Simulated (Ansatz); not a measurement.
# Run report: SnSe, geometry relaxation

The run: geometry relaxation of SnSe (Fm-3m, 2 atoms in the cell). Method and program: DFT PBE, scalar-relativistic, plane waves, PAW, no spin polarisation (Ansatz 0.2.0).

The structure derives from an entry of the Crystallography Open Database.

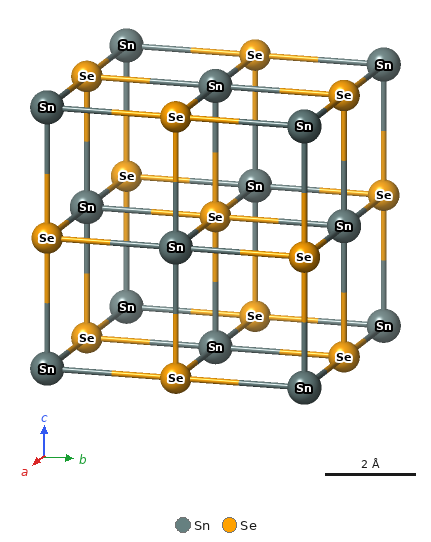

*The starting structure (ball-and-stick view of the cell 4 times as large as that of the calculation, set on its symmetry axes, seen slightly off an axis). An atom can appear more than once, as a periodic image.*

Near neighbours in the periodic cell (some may lie outside the picture): Sn has 6 Se at 3.01 Å; Se has 6 Sn at 3.01 Å.

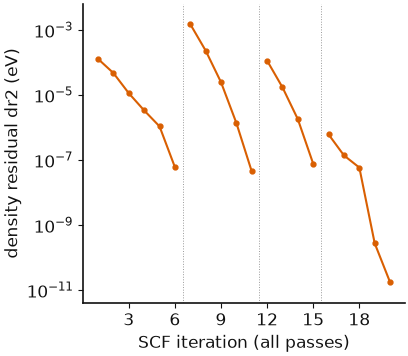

*Convergence of the self-consistent field: density residual dr2 against the SCF iteration. The dotted lines part the SCF passes of the relaxation: geometry steps, rejected trials and re-solves on a re-selected basis.*

The passes take 6, 5, 4 and 5 iterations.

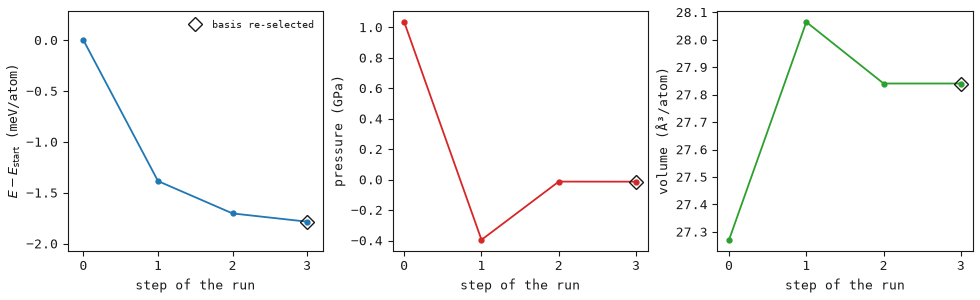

*Progress of the relaxation, step by step (the first geometry is step 0 here and step 1 in the log).*

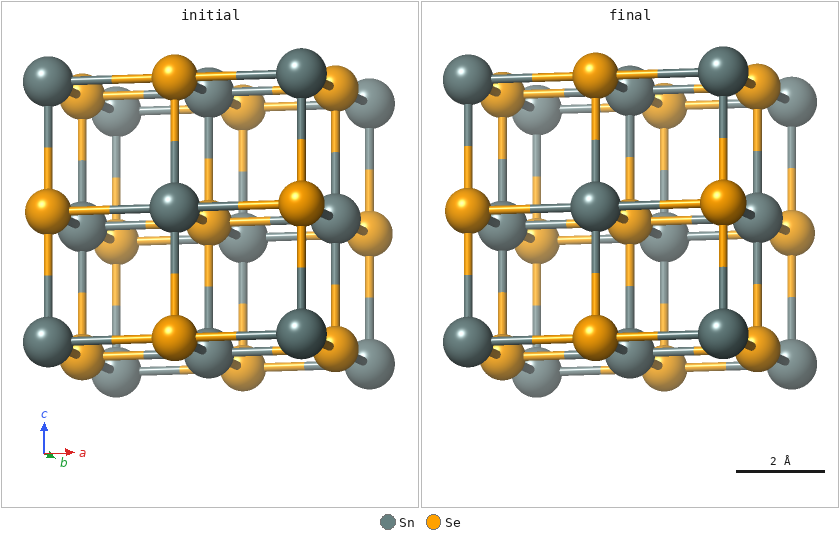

*Before (left) and after (right) the relaxation, at one scale (ball-and-stick view of the cell 4 times as large as that of the calculation, set on its symmetry axes, seen at an oblique angle).*

No atom moves by more than 0.005 Å relative to the cell. The volume changes by +2.1 %, with a = b = c 6.020 → 6.062 Å (+0.7 %). Among the contacts that change: Sn1–Se2 3.010 → 3.031 Å. The space group stays Fm-3m (No. 225). The energy falls by 1.7 meV per atom in 2 geometry steps. All forces vanish by symmetry, so only the cell relaxes. The pressure goes from 1.03 to −0.01 GPa. A last SCF at the same geometry on a re-selected plane-wave basis shifts the energy by −0.1 meV per atom. (Atoms are counted from 1 in the order of the input.)

The input and output of the run follow.

**Input file**
```yaml
crystal:
  lattice:
    - [0.0, 3.01, 3.01]
    - [3.01, 0.0, 3.01]
    - [3.01, 3.01, 0.0]
  atoms:
    - { symbol: Sn, position: [0.0, 0.0, 0.0] }
    - { symbol: Se, position: [0.5, 0.5, 0.5] }
basis:
  ecutwfc: 420
kpoints:
  mp_grid: { grid: [10, 10, 10] }
hamiltonian:
  xc: pbe
scf:
  occupations: { method: gaussian, width: 0.02 }
output:
  forces: true
  stress: true
  eigenvalues: true
relax:
  adjacent_minimum: "off"
  f_tol: 0.005
  max_steps: 80
  cell: { stress_tol: 0.05 }
```

Launched with:
```bash
ansatz run input.yaml --threads 1 --pin off --max-ram 2560MiB --backend cpu --events-out ev --progress --plain --runs-dir out
```

**Output**
```
Engine: ansatz 0.2.0, x86_64-unknown-linux-gnu
Pseudopotentials: kind: paw
Pseudopotential: Sn, paw, valence charge 14, recommended cutoff 420 eV (normal), Sn.paw.azcp
Pseudopotential: Se, paw, valence charge 16, recommended cutoff 420 eV (normal), Se.paw.azcp
Functional definition: PBE
  parameter kappa = 0.804
  parameter beta = 0.06672455060314922
  exchange = pbe_x(kappa = kappa, mu = beta*pi^2/3)
  correlation = pbe_c(beta = beta)
Crystal: 2 atoms, lattice volume = 54.542 Å³
Basis set: ecut = 420 eV, 1067 PW (Γ), exchange–correlation on 60×60×60 points (8 copies of the dense FFT grid, shifted against one another)
Bands: 19, of which v1, the nominal top of the filled ones, is band 15 counted from 1 (14 counted from 0)
Symmetry: 48 space group operations
Space group: Fm-3m (ITA 225), of the structure as read, at distance tolerance 3.8e-5 Å
k-points: 47 of 1000
Non-local potential: Sn, projectors of the file, l = 0: 2, l = 1: 2, l = 2: 2, l = 3: 2
Non-local potential: Se, projectors of the file, l = 0: 2, l = 1: 2, l = 2: 3, l = 3: 1
PAW form: soft (Blöchl's): semilocal exchange-correlation on the pseudo side does not see the compensation charge
PAW one-centre angular grid: Sn, 590 points (default); XC on 64 Gauss nodes
PAW one-centre angular grid: Se, 590 points (default); XC on 64 Gauss nodes
Initial density: superposition of atomic densities (neutral atoms: chi_scale 0, normalization atom), corrected by the library's trained network
Initial wavefunctions: pseudopotential atomic-orbital guess
Functional: x = pbe(κ = 0.804, μ = 0.2195149727645171), c = pbe(β = 0.06672455060314922)
SCF iter   1: F=—  HF=-11494.156592 eV  |F-HF|=—  |Δ(HF+E_count)|=         —  Δρ=5.31e-4  dr2=1.28e-4  ethr=1.77e-3  ⟨swp⟩=6.1  Hψ=4423  notcnv=0
preconditioner: auto → none  [insulator: Δε(μ)=0.502 eV  Ē_g=17.399 eV  σ=0.020 eV  W_gap=1.00  n_scr=14 (ndim 8)  ℏωp=22.5 eV  f_vac=0.016  D(μ)=0.00/eV (n_scr^D=0)  ε∞_Penn≈2.7]
SCF iter   2: F=—  HF=-11494.155657 eV  |F-HF|=—  |Δ(HF+E_count)|=   9.35e-4  Δρ=3.92e-4  dr2=4.71e-5  ethr=4.28e-7  ⟨swp⟩=2.9  Hψ=2132  notcnv=0
SCF iter   3: F=—  HF=-11494.155665 eV  |F-HF|=—  |Δ(HF+E_count)|=   7.90e-6  Δρ=2.02e-4  dr2=1.13e-5  ethr=1.57e-7  ⟨swp⟩=2.0  Hψ=1598  notcnv=0
SCF iter   4: F=—  HF=-11494.155688 eV  |F-HF|=—  |Δ(HF+E_count)|=   2.29e-5  Δρ=7.85e-5  dr2=3.34e-6  ethr=3.77e-8  ⟨swp⟩=2.0  Hψ=1598  notcnv=0
SCF iter   5: F=—  HF=-11494.155686 eV  |F-HF|=—  |Δ(HF+E_count)|=   1.60e-6  Δρ=4.51e-5  dr2=1.08e-6  ethr=1.11e-8  ⟨swp⟩=2.1  Hψ=1176  notcnv=0
SCF iter   6: F=-11494.155685 eV  HF=-11494.155685 eV  |F-HF|=9.95e-8  |Δ(HF+E_count)|=   8.35e-7  Δρ=1.14e-5  dr2=6.03e-8  ethr=3.33e-10  ⟨swp⟩=3.1  Hψ=4045  notcnv=0
SCF 1 converged in 6 iterations: F = -11494.155685 eV  dr2 = 6.03e-8
  greatest PAW one-centre occupation: 1.000 electrons in one spin orbital (limit 2), on the Se atom at site 1 (counted from 0), in its partial waves of l = 2
relax step   1: F+E_penalty+E_count = -11494.15568540 eV  Δ(F+E_penalty+E_count) = +0.000e0 eV  max|allowed force component| = 1.808e-30 eV/Å  Δτ_max = 0.0000 Å  P = +1.035 GPa  Ω = 54.542 Å³  (6 SCF iters, dr2 threshold 1.00e-7 eV, accepted)
Crystal: 2 atoms, lattice volume = 56.129 Å³
Initial density: handed on by an earlier stage of this run
Initial wavefunctions: those handed on with the density
iter 1 solved again at ethr=5.30e-6 eV; its pass at ethr=3.10e-3 eV (dr2=1.59e-3 eV) is discarded
SCF iter   1: F=—  HF=-11494.158871 eV  |F-HF|=—  |Δ(HF+E_count)|=         —  Δρ=1.08e-3  dr2=1.50e-3  ethr=5.30e-6  ⟨swp⟩=2.0  Hψ=5756  notcnv=0
preconditioner: auto → none  [insulator: Δε(μ)=0.451 eV  Ē_g=17.292 eV  σ=0.020 eV  W_gap=1.00  n_scr=14 (ndim 8)  ℏωp=22.2 eV  f_vac=0.021  D(μ)=0.00/eV (n_scr^D=0)  ε∞_Penn≈2.6]
SCF iter   2: F=—  HF=-11494.158504 eV  |F-HF|=—  |Δ(HF+E_count)|=   3.67e-4  Δρ=4.99e-4  dr2=2.31e-4  ethr=5.01e-6  ⟨swp⟩=2.0  Hψ=1296  notcnv=0
SCF iter   3: F=—  HF=-11494.158452 eV  |F-HF|=—  |Δ(HF+E_count)|=   5.17e-5  Δρ=1.89e-4  dr2=2.46e-5  ethr=7.70e-7  ⟨swp⟩=2.2  Hψ=1284  notcnv=0
SCF iter   4: F=—  HF=-11494.158455 eV  |F-HF|=—  |Δ(HF+E_count)|=   2.34e-6  Δρ=4.48e-5  dr2=1.37e-6  ethr=8.20e-8  ⟨swp⟩=2.8  Hψ=1476  notcnv=0
SCF iter   5: F=-11494.158455 eV  HF=-11494.158455 eV  |F-HF|=2.45e-8  |Δ(HF+E_count)|=   4.54e-9  Δρ=1.25e-5  dr2=4.45e-8  ethr=6.67e-10  ⟨swp⟩=6.1  Hψ=4285  notcnv=0
SCF 2 converged in 5 iterations: F = -11494.158455 eV  dr2 = 4.45e-8
relax step   2: F+E_penalty+E_count = -11494.15845475 eV  Δ(F+E_penalty+E_count) = -2.769e-3 eV  max|allowed force component| = 1.282e-30 eV/Å  Δτ_max = 0.0000 Å  P = -0.396 GPa  Ω = 56.129 Å³  energy of the carried Pulay correction = -2.213e-4 eV  (5 SCF iters, dr2 threshold 2.00e-7 eV, accepted)
Crystal: 2 atoms, lattice volume = 55.681 Å³
iter 1 solved again at ethr=6.28e-7 eV; its pass at ethr=3.10e-3 eV (dr2=1.88e-4 eV) is discarded
SCF iter   1: F=—  HF=-11494.159125 eV  |F-HF|=—  |Δ(HF+E_count)|=         —  Δρ=2.95e-4  dr2=1.13e-4  ethr=6.28e-7  ⟨swp⟩=2.0  Hψ=5123  notcnv=0
preconditioner: auto → none  [insulator: Δε(μ)=0.489 eV  Ē_g=17.338 eV  σ=0.020 eV  W_gap=1.00  n_scr=14 (ndim 8)  ℏωp=22.3 eV  f_vac=0.017  D(μ)=0.00/eV (n_scr^D=0)  ε∞_Penn≈2.6]
SCF iter   2: F=—  HF=-11494.159096 eV  |F-HF|=—  |Δ(HF+E_count)|=   2.93e-5  Δρ=1.39e-4  dr2=1.71e-5  ethr=3.75e-7  ⟨swp⟩=2.0  Hψ=1108  notcnv=0
SCF iter   3: F=—  HF=-11494.159091 eV  |F-HF|=—  |Δ(HF+E_count)|=   4.45e-6  Δρ=5.09e-5  dr2=1.79e-6  ethr=5.70e-8  ⟨swp⟩=2.2  Hψ=1526  notcnv=0
SCF iter   4: F=-11494.159091 eV  HF=-11494.159091 eV  |F-HF|=1.59e-8  |Δ(HF+E_count)|=   1.99e-7  Δρ=9.67e-6  dr2=7.61e-8  ethr=6.67e-10  ⟨swp⟩=3.3  Hψ=3864  notcnv=0
SCF 3 converged in 4 iterations: F = -11494.159091 eV  dr2 = 7.61e-8
relax step   3: F+E_penalty+E_count = -11494.15909146 eV  Δ(F+E_penalty+E_count) = -6.367e-4 eV  max|allowed force component| = 1.578e-30 eV/Å  Δτ_max = 0.0000 Å  P = -0.013 GPa  Ω = 55.681 Å³  energy of the carried Pulay correction = -1.595e-4 eV  (4 SCF iters, dr2 threshold 2.00e-7 eV, accepted)
Initial wavefunctions: pseudopotential atomic-orbital guess (no wavefunctions were taken with the density)
iter 1 solved again at ethr=6.97e-8 eV; its pass at ethr=3.10e-3 eV (dr2=2.09e-5 eV) is discarded
SCF iter   1: F=—  HF=-11494.158856 eV  |F-HF|=—  |Δ(HF+E_count)|=         —  Δρ=1.97e-4  dr2=6.09e-7  ethr=6.97e-8  ⟨swp⟩=3.0  Hψ=6933  notcnv=0
preconditioner: auto → none  [insulator: Δε(μ)=0.488 eV  Ē_g=17.334 eV  σ=0.020 eV  W_gap=1.00  n_scr=14 (ndim 8)  ℏωp=22.3 eV  f_vac=0.017  D(μ)=0.00/eV (n_scr^D=0)  ε∞_Penn≈2.6]
SCF iter   2: F=—  HF=-11494.159153 eV  |F-HF|=—  |Δ(HF+E_count)|=   2.98e-4  Δρ=9.82e-5  dr2=1.38e-7  ethr=2.03e-9  ⟨swp⟩=2.0  Hψ=1109  notcnv=0
SCF iter   3: F=—  HF=-11494.159251 eV  |F-HF|=—  |Δ(HF+E_count)|=   9.73e-5  Δρ=1.59e-5  dr2=5.84e-8  ethr=4.60e-10  ⟨swp⟩=2.3  Hψ=1241  notcnv=0
SCF iter   4: F=—  HF=-11494.159253 eV  |F-HF|=—  |Δ(HF+E_count)|=   1.97e-6  Δρ=3.36e-6  dr2=2.74e-10  ethr=1.95e-10  ⟨swp⟩=2.4  Hψ=1343  notcnv=0
SCF iter   5: F=-11494.159253 eV  HF=-11494.159253 eV  |F-HF|=3.27e-11  |Δ(HF+E_count)|=   1.10e-7  Δρ=2.30e-7  dr2=1.74e-11  ethr=1.00e-12  ⟨swp⟩=4.3  Hψ=4286  notcnv=0
SCF 4 converged in 5 iterations: F = -11494.159253 eV  dr2 = 1.74e-11
relax step   4: F+E_penalty+E_count = -11494.15925283 eV  Δ(F+E_penalty+E_count) = -1.614e-4 eV  max|allowed force component| = 9.203e-31 eV/Å  Δτ_max = 0.0000 Å  P = -0.014 GPa  Ω = 55.681 Å³  stress off target by 1.36e-2 GPa  SCF on the basis re-selected at this cell (its energy is not comparable with the rows above)  (5 SCF iters)
basis re-selected at this cell: Δ(F+E_penalty+E_count) = -1.614e-4 eV, ΔP = -0.001 GPa vs the last step (what re-selecting the basis moved, of the pressure what is left beyond the Pulay correction that the steps carried, after the strain that the cell walked since its last selection, with what the two solves' SCF thresholds leave and, on support functions, any second-order correction that the steps lacked; it is no measure of the basis error at this ecutwfc). This SCF's stress stands 1.36e-2 GPa from its target on what of the cell is left free (relax.cell.stress_tol is 5.00e-2 GPa) and its largest allowed force component is 9.20e-31 eV/Å (relax.f_tol is 5.00e-3 eV/Å): within both
SCF converged after 5 iterations
Free energy (F): -11494.159253 eV
Harris-Foulkes:  -11494.159253 eV  (|F-HF|=3.27e-11)
Internal energy: -11494.159253 eV  (E = F + TS)
E sigma→0 (E₀):  -11494.159253 eV
Fermi energy:    9.038993 eV
--- Per-component energies (eV) ---
  E_band       = -484.008572
  E_kinetic    = 302.687622
  E_local      = -3358.010995  (includes V_loc(G=0)·N_el)
  E_nonlocal   = -628.585273
  E_hartree    = 1762.359618
  E_xc         = -487.407923
  E_vxc        = -194.563109  (∫ρ·V_xc dr)
  E_paw        = -6043.843426  (= ΣΔE_a)
  E_vpaw       = -130.255590  (= ΣTr[D̂ρ^β])
  E_aug_tail   = -0.000546  (compensation charges beyond the density's cutoff)
  E_ewald      = -3041.358330
  E_smearing   = -0.000000  (= −TS)
  E_closure    = -0.000000  (closes the sum)
  Σ components = -11494.159253   (vs F -11494.159253, Δ=0.00e0)
--- Forces (eV/Å), atoms counted from 1 ---
  atom   1  Sn    -0.00000000     0.00000000     0.00000000
  atom   2  Se     0.00000000    -0.00000000     0.00000000
  max |Σ_I F_I| component: 1.05e-30 eV/Å
--- Stress (GPa, compression-positive) ---
       -0.013611      -0.000000      -0.000000
       -0.000000      -0.013611      -0.000000
       -0.000000       0.000000      -0.013611
  P = ⅓ Tr σ = -0.0136 GPa (-0.136 kbar)
--- Band table (eV; the first three rows and the last of 47) ---
  k-point 0: bands = ["-38.8288", "-38.8288", "-38.8273", "-38.8273", "-38.8273", "-12.8324", "-12.8324", "-12.8324", "-12.8290", "-12.8290", "-4.9437", "3.6511", "6.6551", "6.6551", "6.6551", "13.0234", "13.0234", "13.0234", "14.6799"]
  k-point 1: bands = ["-38.8288", "-38.8288", "-38.8273", "-38.8273", "-38.8273", "-12.8322", "-12.8318", "-12.8318", "-12.8291", "-12.8291", "-4.8761", "3.2895", "6.6673", "6.6673", "6.9431", "12.4302", "12.5385", "12.5385", "14.6561"]
  k-point 2: bands = ["-38.8288", "-38.8288", "-38.8273", "-38.8273", "-38.8273", "-12.8325", "-12.8325", "-12.8316", "-12.8274", "-12.8274", "-4.6862", "2.5141", "6.7078", "6.7078", "7.5087", "11.3931", "11.6437", "11.6437", "14.7491"]
  k-point 46: bands = ["-38.8288", "-38.8288", "-38.8273", "-38.8272", "-38.8272", "-12.8472", "-12.8309", "-12.8273", "-12.8241", "-12.8164", "-3.7743", "1.9906", "3.9564", "4.4858", "7.5584", "10.7453", "13.1018", "13.8675", "15.1889"]
--- Relaxed structure (3 steps of the walk, 3 accepted, 1 SCFs on fresh bases) ---
  F+E_penalty+E_count = -11494.15925283 eV   max|allowed force component| = 9.203e-31 eV/Å   (the final SCF, on the basis selected at the relaxed cell)
  cell:  # Å, volume = 55.6809 Å³
    - [-3.0572232197373535e-34, 3.030810848603479, 3.030810848603479]
    - [3.030810848603479, 4.331066227961251e-34, 3.030810848603479]
    - [3.030810848603479, 3.030810848603479, -4.84060343125081e-34]
  atoms:
    - { symbol: Sn, position: [-1.999511985447962e-36, 7.331543946653388e-36, 9.997559927255192e-36] }
    - { symbol: Se, position: [0.5, 0.5, 0.5] }
```

**Trajectory as extended XYZ (Å, eV, eV/Å), 4 frames, from step=1 to step=4**
```
2
Lattice="0.0000 3.0100 3.0100 3.0100 0.0000 3.0100 3.0100 3.0100 0.0000" Properties=species:S:1:pos:R:3:forces:R:3 step=1 energy=-11494.15568 pressure_GPa=1.03
Sn    0.0000    0.0000    0.0000    0.0000   0.0000   0.0000
Se    3.0100    3.0100    3.0100    0.0000   0.0000   0.0000
2
Lattice="0.0000 3.0389 3.0389 3.0389 0.0000 3.0389 3.0389 3.0389 0.0000" Properties=species:S:1:pos:R:3:forces:R:3 step=2 energy=-11494.15846 pressure_GPa=-0.40
Sn    0.0000    0.0000    0.0000    0.0000   0.0000   0.0000
Se    3.0389    3.0389    3.0389    0.0000   0.0000   0.0000
2
Lattice="0.0000 3.0308 3.0308 3.0308 0.0000 3.0308 3.0308 3.0308 0.0000" Properties=species:S:1:pos:R:3:forces:R:3 step=3 energy=-11494.15909 pressure_GPa=-0.01
Sn    0.0000    0.0000    0.0000    0.0000   0.0000   0.0000
Se    3.0308    3.0308    3.0308    0.0000   0.0000   0.0000
2
Lattice="0.0000 3.0308 3.0308 3.0308 0.0000 3.0308 3.0308 3.0308 0.0000" Properties=species:S:1:pos:R:3:forces:R:3 step=4 energy=-11494.15925 pressure_GPa=-0.01
Sn    0.0000    0.0000    0.0000    0.0000   0.0000   0.0000
Se    3.0308    3.0308    3.0308    0.0000   0.0000   0.0000
```

**Results in brief**

```json
{"quantity": "outcome", "value": "converged"}
{"quantity": "space group (tolerance 0.01 Å)", "value": "Fm-3m (225)"}
{"quantity": "electrons treated", "value": "30"}
{"quantity": "free energy", "value": "−11494.1593 eV"}
{"quantity": "Fermi energy", "value": "9.039 eV"}
{"quantity": "gap on the k-point mesh", "value": "0.49 eV"}
{"quantity": "pressure", "value": "−0.01 GPa"}
{"quantity": "final volume", "value": "55.68 Å³"}
{"quantity": "largest force (length of the vector) at the end", "value": "under 0.001 eV/Å"}
{"quantity": "final cell", "value": "a = 4.286 Å, b = 4.286 Å, c = 4.286 Å, α = 60.00°, β = 60.00°, γ = 60.00°"}
{"quantity": "hardware", "value": "1 thread of Intel Xeon (Sapphire Rapids), 32 GiB of memory available, shared host"}
{"quantity": "wall time", "value": "7.1 s"}
{"quantity": "peak memory", "value": "0.43 GiB"}
```
